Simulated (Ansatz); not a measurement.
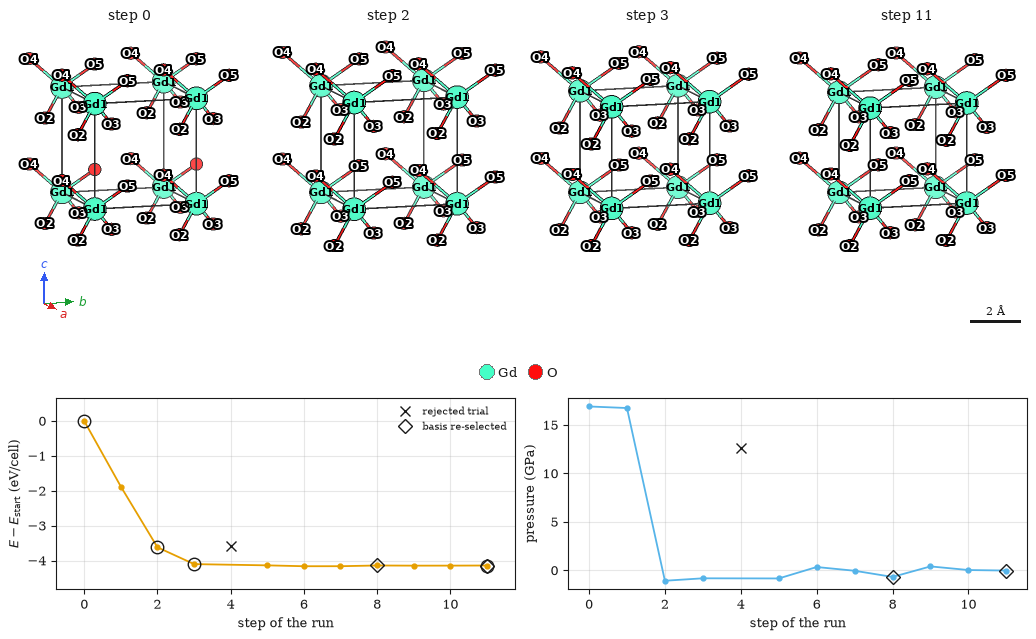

Frames of a relaxation of solid GdO$_{4}$ (a generated structure, set up in P-43m) (coarse preliminary run), marked on the history of the run. The picture is a ball-and-stick view of the cell of the calculation, seen slightly off an axis.

These are results of DFT PBE, scalar-relativistic, plane waves, PAW (Ansatz 0.2.0), not measurements.

The input:
```yaml
crystal:
  lattice:
    - [4.27742627, 0.0, 0.0]
    - [0.0, 4.27742627, 0.0]
    - [0.0, 0.0, 4.27742627]
  atoms:
    - { symbol: Gd, position: [0.0, 0.0, 0.0], spin: 7.0 }
    - { symbol: O, position: [0.24378108, 0.75621892, 0.75621892] }
    - { symbol: O, position: [0.75621892, 0.24378108, 0.75621892] }
    - { symbol: O, position: [0.75621892, 0.75621892, 0.24378108] }
    - { symbol: O, position: [0.24378108, 0.24378108, 0.24378108] }
basis:
  ecutwfc: 420
kpoints:
  mp_grid: { grid: [4, 4, 4] }
hamiltonian:
  xc: pbe
scf:
  occupations: { method: gaussian, width: 0.1 }
  lower_state_search: "off"
output:
  forces: true
  stress: true
  eigenvalues: true
  populations: true
magnetization:
  spin_polarized: true
relax:
  adjacent_minimum: "off"
  f_tol: 0.04
  max_steps: 70
  cell: { stress_tol: 0.4 }
```

Launched with:
```bash
ansatz run input.yaml --threads 1 --pin off --max-ram 2560MiB --backend cpu --events-out ev --progress --plain --runs-dir out
```

> Describe the path.

The energy falls by 4.141 eV per cell of the calculation in 8 accepted moves (11 points after the start). The largest force component goes from 2 to 0.00091 eV/Å. Pressure: 16.91 GPa at the start and −0.02 GPa at the end. The line search rejected the trial step at point 4 of the run. The SCF was repeated twice at an unchanged geometry on a basis and grid sized afresh for the cell, which shifted the energy by 20.7 meV per cell of the calculation at most. The largest moves relative to the cell, 0.46 Å, are those of O2, O3, O4 and O5. O4 goes along [−1 −1 1]. Gd stays in place. The volume changes by −14.3 %, with a = b = c 4.277 → 4.064 Å (−5.0 %). Among the contacts that change: Gd1–O2 1.806 → 2.175 Å. The space group stays P-43m (No. 215). The run may lie on a higher electronic state than the lowest, so the end point isn't shown to be the ground-state structure. From step 0 to 2: O atoms move most (0.29 Å), volume +3.8 %, energy −3.619 eV per cell of the calculation. From step 2 to 3: O atoms move most (0.15 Å), volume −13.7 %, energy −0.482 eV per cell of the calculation. From step 3 to 11: O atoms move most (0.05 Å), volume −4.2 %, energy −40.0 meV per cell of the calculation.

| step | E − E(0), meV/atom | largest force component, eV/Å | pressure, GPa | volume, Å³/atom | note |
| --- | --- | --- | --- | --- | --- |
| 0 | 0.00 | 2.0165 | 16.91 | 15.652 |  |
| 1 | -375.66 | 2.0839 | 16.75 | 15.459 |  |
| 2 | -723.75 | 0.4095 | -1.07 | 16.242 |  |
| 3 | -820.12 | 0.2270 | -0.82 | 14.016 |  |
| 4 | -714.66 | 1.3774 | 12.66 | 11.992 | rejected |
| 5 | -827.27 | 0.1489 | -0.83 | 13.830 |  |
| 6 | -832.27 | 0.0509 | 0.35 | 13.442 |  |
| 7 | -832.12 | 0.0068 | -0.04 | 13.542 |  |
| 8 | -827.99 | 0.0068 | -0.68 | 13.542 | same geometry, new basis |
| 9 | -828.94 | 0.0191 | 0.41 | 13.371 |  |
| 10 | -828.80 | 0.0009 | 0.04 | 13.421 |  |
| 11 | -828.13 | 0.0009 | -0.02 | 13.421 | same geometry, new basis |
